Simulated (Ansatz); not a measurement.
## Electronic structure of ZrSiO$_{4}$ in real space

```
Si Zr O
1.0
     6.67771    0.00000    0.00000
     0.00000    6.67771    0.00000
     0.00000    0.00000    6.02331
Si Zr O
4 4 16
Cartesian
  3.3389 0.0000 1.5058
  0.0000 3.3389 4.5175
  0.0000 0.0000 3.0117
  3.3389 3.3389 0.0000
  0.0000 3.3389 1.5058
  3.3389 0.0000 4.5175
  0.0000 0.0000 0.0000
  3.3389 3.3389 3.0117
  0.0000 5.4506 1.9254
  3.3389 2.1118 4.9371
  4.5660 0.0000 0.4196
  1.2271 3.3389 3.4312
  0.0000 1.2271 1.9254
  3.3389 4.5660 4.9371
  2.1118 0.0000 0.4196
  5.4506 3.3389 3.4312
  3.3389 1.2271 2.5921
  0.0000 4.5660 5.6037
  1.2271 0.0000 4.0979
  4.5660 3.3389 1.0862
  0.0000 2.1118 5.6037
  3.3389 5.4506 2.5921
  2.1118 3.3389 1.0862
  5.4506 0.0000 4.0979
```

Space group I4₁/amd.

Theory: Ansatz 0.2.0, DFT, PAW plane waves, PBE.

The density is the valence pseudo-density of a PAW calculation; it isn't the true density close to the nuclei.

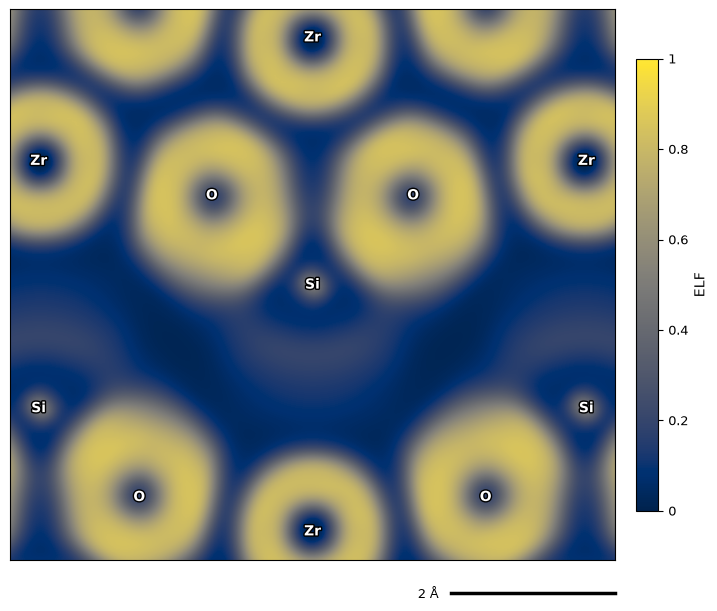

Figure 1. ELF on the (100) plane of the conventional cell.

Describe what can be read from this map.

Answer.
- The section cuts through Si, Zr and O sites.
- Si–O (1.64 Å): the ELF peaks at about 0.85 between the atoms (a shared but strongly polarised pair).
- Zr–O (2.15 Å): the ELF peaks at about 0.85 in the valence shell of O, 0.6 Å from its nucleus, and drops to about 0.20 between the two atoms; no shared electron pair shows on this line.
- Zr–O (2.28 Å): the ELF peaks at about 0.85 in the valence shell of O, 0.7 Å from its nucleus, and drops to about 0.15 between the two atoms; no shared electron pair shows on this line.
- The features right at Zr lie inside the PAW spheres, where the map follows smoothed inner orbitals and isn't to be read closely.

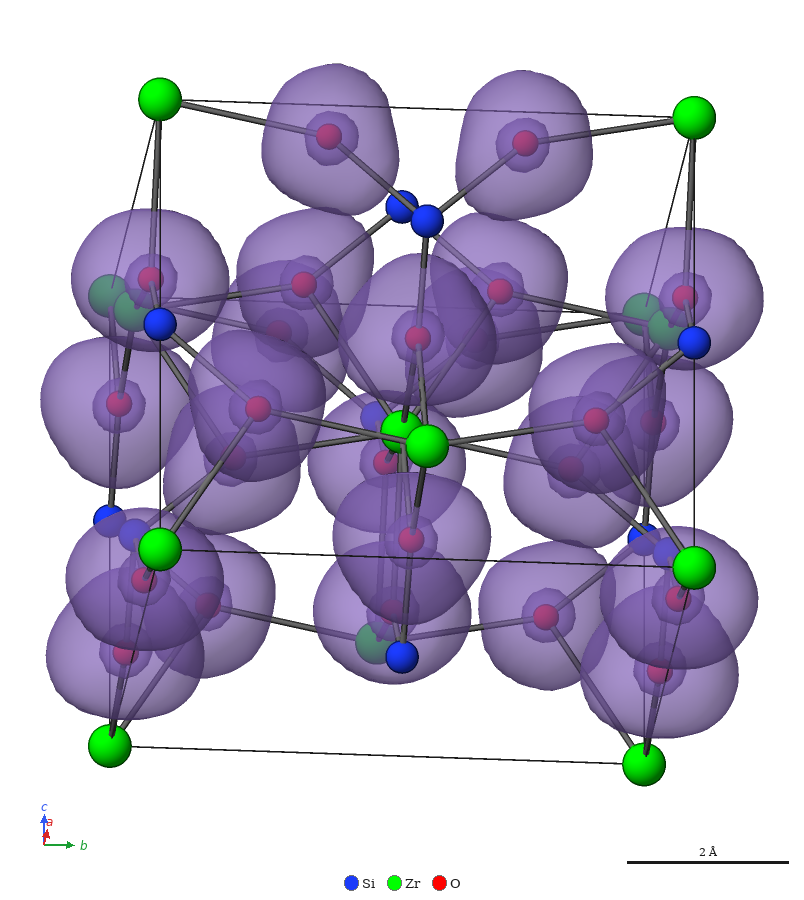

Figure 2. Isosurface of the electron localisation function at 0.65 (purple), seen at an oblique angle. Core shells and regions of very low density are left out. Sticks mark near contacts.

What do the ELF domains correspond to?

Answer. The surface consists of 16 regions on O in which the atom's valence shell and bonds are merged, counted in one cell of 24 atoms. Regions shared between cells count once.

Which way does charge flow, and how much by Bader's partition?

Answer. Electrons move from Si and Zr towards O. Bader charges: Si +3.24, Zr +2.68 and O −1.48 e.

Metal or insulator at this level of theory?

Answer. It is gapped, with a Kohn–Sham gap of 4.6 eV on the k-point mesh (the band edges may lie off the mesh, which would make the gap smaller).
